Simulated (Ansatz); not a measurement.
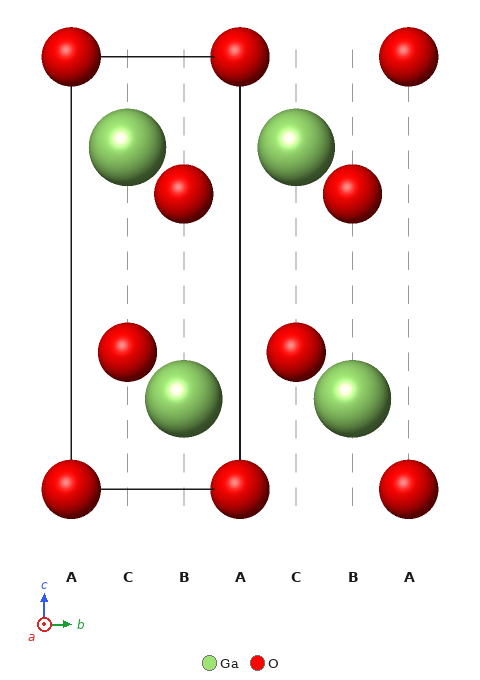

The picture looks along a close-packed row of the hexagonal mesh; c points upwards. The dashed lines mark the three columns A (0, 0), B (1/3, 2/3) and C (2/3, 1/3). The sequence starts with the first layer at or above the cell's origin.

The compound is Ga₂O₃, taken as the end point of a relaxation with DFT, LDA, plane waves, PAW (Ansatz); the starting structure was generated, so it need not be a known form of this composition.

Question: Give the sequence of layers in one repeat, with element and column.

Answer: O(A) – Ga(B) – O(C) – O(B) – Ga(C) (five layers in 6.60 Å).

Heights of the layers:

| layer | atoms (column) | height (Å) | to next (Å) |
| --- | --- | --- | --- |
| 1 | O(A) | 0.00 | 1.38 |
| 2 | Ga(B) | 1.38 | 0.71 |
| 3 | O(C) | 2.09 | 2.41 |
| 4 | O(B) | 4.50 | 0.71 |
| 5 | Ga(C) | 5.22 | 1.38 |
